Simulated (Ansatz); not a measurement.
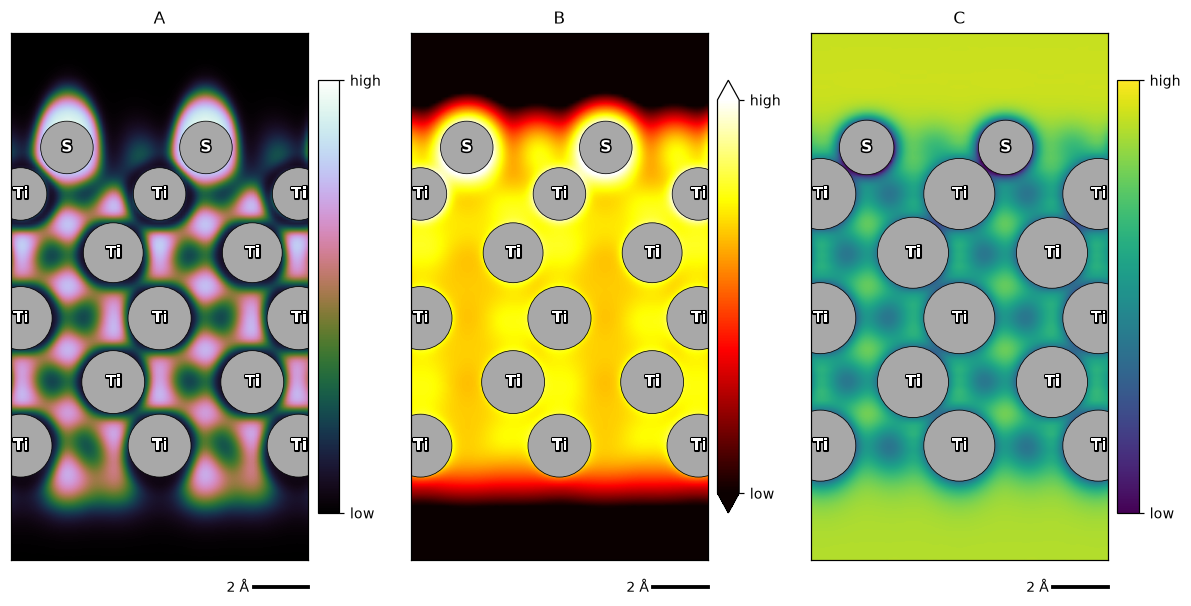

Ti5S (slab): 3 fields on the (110) plane of the calculation cell, a cut from vacuum to vacuum, with unlabelled colour scales. Grey discs cover the atomic cores.

A point of a scan over the structure, not its minimum; not relaxed (largest force 0.7 eV/Å); computed without spin polarisation; PAW files of the earlier set (soft_1).

Level of theory: DFT PBE, scalar-relativistic, plane waves, PAW (Ansatz 0.2.0).

### Match the panels to the quantities (electron localisation function, electrostatic potential energy of an electron and valence pseudo-density).

Panel A: electron localisation function. Panel B: valence pseudo-density. Panel C: electrostatic potential energy of an electron (low next to the atoms, rising into the space between them). From the grid: Ti–S (2.40 Å): the density is about 0.48 e/Å³ at the midpoint; the ELF peaks at about 0.85 in the valence shell of S, 0.8 Å from its nucleus, and is about 0.45 at the midpoint. Ti–Ti (2.74 Å): the density is about 0.22 e/Å³ at the midpoint; the ELF is about 0.20 at the midpoint; no localised pair shows between them.
